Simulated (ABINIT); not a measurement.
# NaF (Fm-3m): how ε∞ follows the gap

The empty bands of NaF (Fm-3m) are shifted up rigidly by Δ, and ε∞ is computed for each shift.

It takes space group Fm-3m (No. 225, cubic). Conventional cell: a = 4.640 Å, b = 4.640 Å, c = 4.640 Å, α = 90.00°, β = 90.00°, γ = 90.00°. Around Na on site a lie 6 F at 2.32 Å. Around F on site b lie 6 Na at 2.32 Å.

Method: ABINIT 10.8.3, PBE, independent particles, k-mesh 12×12×12, Lorentzian half width 0.04 eV.

Launch of the response step: `optic optic.abi`. The series took 26 s in all, its band step included, on 4 threads of Arm Neoverse V2 (shared host).

| Δ (eV) | ε∞ |
| --- | --- |
| 0.00 | 1.794 |
| 0.40 | 1.771 |
| 0.80 | 1.749 |
| 1.20 | ? |
| 1.60 | 1.710 |
| 2.00 | 1.692 |

With one effective transition at E₀ and fixed dipole strength, ε∞ − 1 = A/(E₀ + Δ), so 1/(ε∞ − 1) is linear in Δ.

Working, on the rows shown:

| x = Δ (eV) | y = 1/(ε∞ − 1) |
| --- | --- |
| 0 | 1.25945 |
| 0.4 | 1.29702 |
| 0.8 | 1.33511 |
| 1.6 | 1.40845 |
| 2 | 1.44509 |

Means: x̄ = 0.96, ȳ = 1.349. Σ(x − x̄)(y − ȳ) = 0.2553, Σ(x − x̄)² = 2.752. Slope = 0.2553 / 2.752 = 0.09276; intercept = ȳ − slope · x̄ = 1.26. Turned back into ε∞, the line misses the rows shown by at most 0.00052.

Q: Predict the last column of the withheld row from the fit.

A: At x = 1.2 the line gives y = 1.3713, that is 1.729. The run gave 1.729, so the interpolation holds to the digits printed.

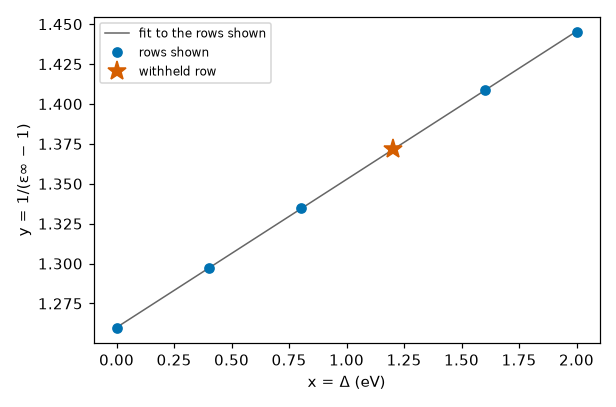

Refitted with all rows, the slope is 0.0928 and the intercept 1.26. These give E₀ = intercept/slope = 13.6 eV, far above the least direct gap of 6.32 eV: most of the screening comes from transitions well over the edge. Over the first step ε∞ falls by 3 % per eV. Excitons are left out and so are local fields; PBE gaps are as a rule too small. The values come from a sum over the points of one k-mesh and carry its error, which grows as the direct gap shrinks.
